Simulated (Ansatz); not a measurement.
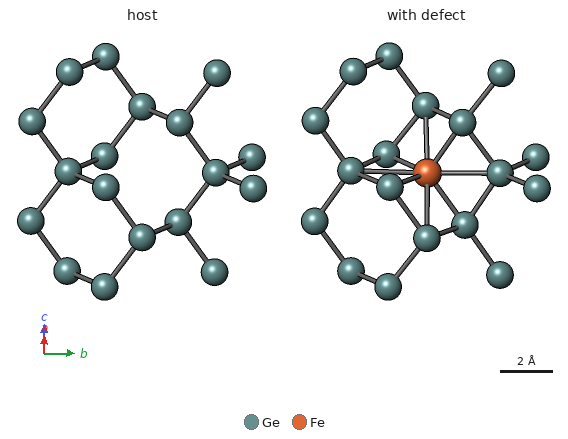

Left: perfect Ge. Right: the same region with one point defect, after relaxing the atoms in a supercell of 64 sites. The picture is a ball-and-stick view of the atoms within 6.0 Å of one point, in a slice 4.2 Å thick across the line of sight, seen from a free direction.

The calculation used DFT, PBEsol, PAW, plane waves in Ansatz. Settings: plane-wave cutoff 420 eV; k-point mesh 1 × 1 × 1; mesh shifted by (0.25, 0.25, 0.25); collinear spin. Fermi-Dirac smearing of 0.01 eV. A uniform background neutralises the charged cell. The axes drawn are those of the host's conventional cell.

Question: Which defect is it?

Answer: An extra iron atom is put between the host's atoms (an interstitial).

The charge state of the cell is +1.

Question: How does the lattice respond?

Answer: The Fe atom starts with 10 Ge at 2.45 to 2.84 Å around its place and ends with 9 Ge at 2.47 to 2.95 Å. Of the host's atoms, a germanium atom moves furthest from its site, by 0.15 Å. The Fe atom itself moves 0.12 Å from where it was put. The cell's net moment is 3.00 μB.

Limits of the set-up: the cell is charged, on a uniform background, and energies carry no finite-size correction.
